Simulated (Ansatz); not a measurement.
The calculation's input:

```
crystal:
  lattice:
    - [-1.641, 1.641, 1.641]
    - [1.641, -1.641, 1.641]
    - [1.641, 1.641, -1.641]
  atoms:
    - { symbol: Ti, position: [0.0, 0.0, 0.0] }
kpoints:
  mp_grid: { grid: [16, 16, 16] }
scf:
  occupations: { method: fermi_dirac, width: 0.05 }
  lower_state_search: "off"
hamiltonian:
  xc: r2scan
  pseudopotentials: { kind: paw }
output:
  forces: true
  stress: true
  eigenvalues: true
  populations: true
  dos: { projected: true, de: 0.1, e_range: [-8, 5] }
  write_density: true
  write_potential: true
  elf: true
  volumetric_format: npy
```

Run with:

```sh
ansatz run input.yaml --threads 1 --pin off --max-ram 3072MiB --backend cpu --events-out ev --progress --plain --runs-dir out
```

Below, planes, directions and counts refer to the conventional cell (a = 3.28 Å, b = 3.28 Å, c = 3.28 Å, α = 90.00°, β = 90.00°, γ = 90.00°).

Space group Im-3m; computed pressure about −3 GPa in this cell; computed without spin polarisation.

These are results of DFT, r2SCAN, PAW with Ansatz's default frozen-core files, scalar-relativistic (Ansatz 0.2.0), not measurements.

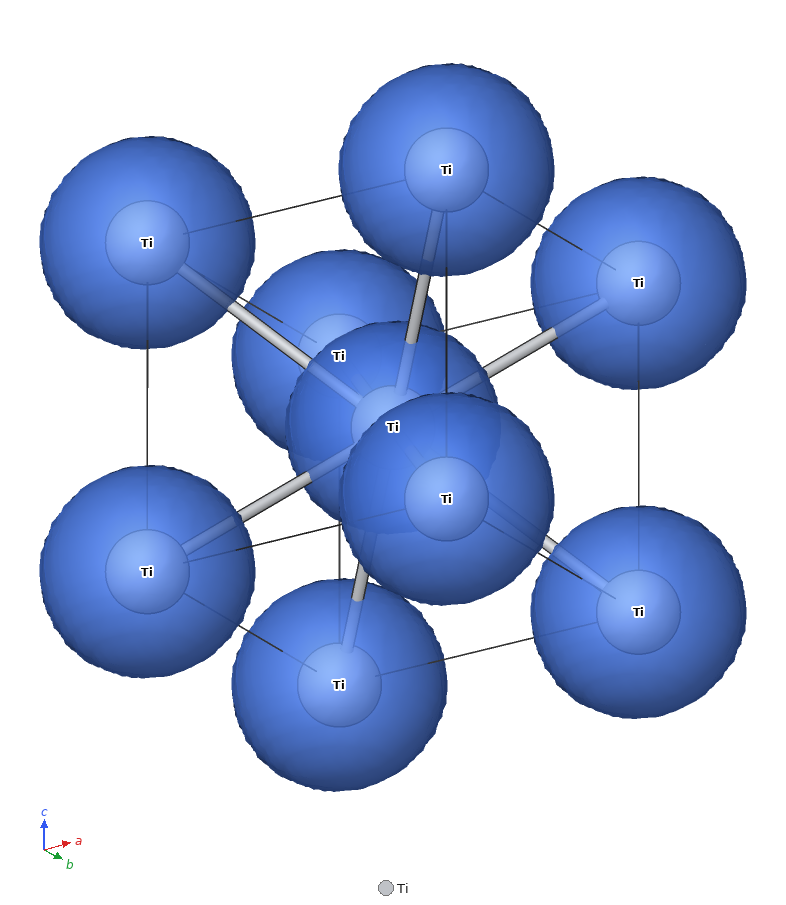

Ti. Isosurface of the valence pseudo-density at 0.4 e/Å³ (blue), seen at an oblique angle. Sticks mark near contacts.

In a PAW calculation such maps are meaningful between the atoms, not at the nuclei.

Question: How is the density connected at this value?

Answer: At this value the density breaks into separate islands; it holds about 75 % of the electrons treated as valence (semicore included). It bridges none of the near contacts. It is pinched off along the shortest Ti–Ti (2.84 Å) contacts. On the grid the lowest density along these lines, outside the cores, is 0.18 e/Å³ (Ti–Ti, 2.84 Å).

Question: Does the calculation make it a metal, or give it a gap?

Answer: It is metallic or semimetallic at this level of theory: no gap opens.
